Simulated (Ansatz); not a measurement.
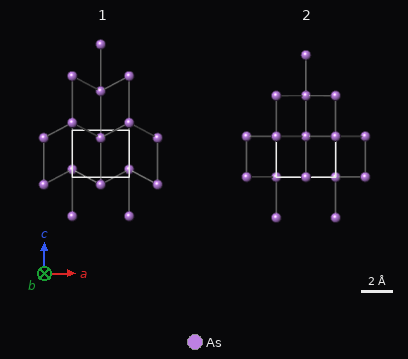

Two geometries of a crystal of As (a generated structure, set up in P4/nmm) (coarse preliminary run), drawn at one scale. One is the start of a relaxation, the other its converged end. Style: ball-and-stick. Shown: the cell of the calculation, repeated 1 × 1 × 2 with one cell outlined, along the b axis.

Computed with DFT PBE, scalar-relativistic, plane waves, PAW in Ansatz 0.2.0. Settings: plane-wave cutoff 420 eV; k-point mesh 4 × 4 × 6; occupations gaussian; smearing width 0.1 eV; no spin polarisation; cell and atoms relaxed; force threshold 0.04 eV/Å; at most 70 steps.

### Which one is relaxed?

Structure 2 is the relaxed one. The largest moves relative to the cell, 0.44 Å, are those of As atoms. Cell: a = b 3.756 → 3.918 Å (+4.3 %), c 3.084 → 2.685 Å (−13.0 %). Volume −5.3 %. Near-neighbour distances that change, for instance: As–As 3.084 → 2.685 Å, As–As 2.836 → 2.770 Å. Bond angles that change, for instance: As–As–As 138.9° → 179.9°, As–As–As 82.9° → 90.0°. The space group (tolerance 0.01 Å) goes from P4/nmm (No. 129) to P4/mmm (No. 123). After 6 accepted moves (8 points after the start) the energy has fallen by 0.538 eV per cell of the calculation. The largest force component goes from 0.79 to 0.0038 eV/Å. The pressure goes from −5.24 to 0.06 GPa. The line search rejected the trial step at point 4 of the run. The SCF was repeated once at an unchanged geometry on a basis and grid sized afresh for the cell, which shifted the energy by 0.1 meV per cell of the calculation at most.

Limits of the set-up: the k-point mesh is coarse for a cell with partly filled bands.
